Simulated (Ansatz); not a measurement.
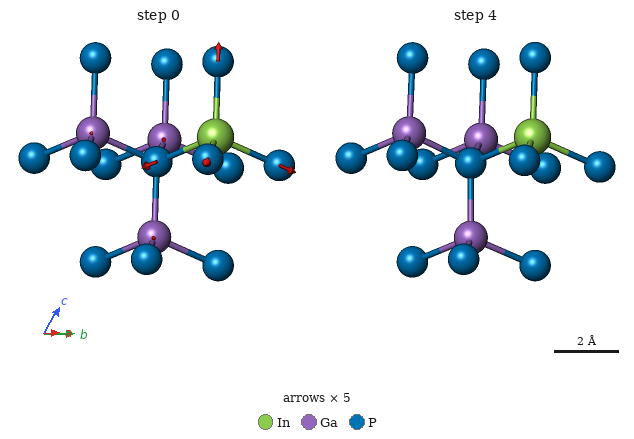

The structure of a defect cell of composition InGa₂₆P₂₇ before (left) and after (right) a relaxation, at one scale. The red arrows give the displacements, magnified 5 times.

The picture is a ball-and-stick view of the atoms within 4.2 Å of the atom that moves most (axes of the cell of the calculation), seen from a free direction.

Computed with Ansatz, DFT PBE, scalar-relativistic, plane waves, PAW. Set-up: plane-wave cutoff 420 eV; k-point mesh 2 × 2 × 2; occupations gaussian; smearing width 0.02 eV; no spin polarisation; atoms relaxed in a fixed cell; force threshold 0.03 eV/Å; at most 40 steps.

### Summarise the run.

The energy falls by 0.433 eV per cell of the calculation in 3 accepted moves (4 points after the start). The largest force component goes from 1 to 0.0028 eV/Å. 1 step only repeated the SCF at the same geometry. The largest moves, 0.13 Å, are those of P atoms. By element the largest moves are P 0.13 Å, Ga 0.02 Å. In stays in place. The cell doesn't change. Among the contacts that change: In–P 2.384 → 2.511 Å, Ga–P 2.384 → 2.363 Å. Bond angles that change, for instance: P–Ga–P 109.5° → 106.5°, In–P–Ga 109.5° → 106.9°, Ga–P–Ga 109.5° → 111.9°. Cost: 68 s on 8 threads of Arm Neoverse V1 (shared host), peak memory 4.9 GiB.
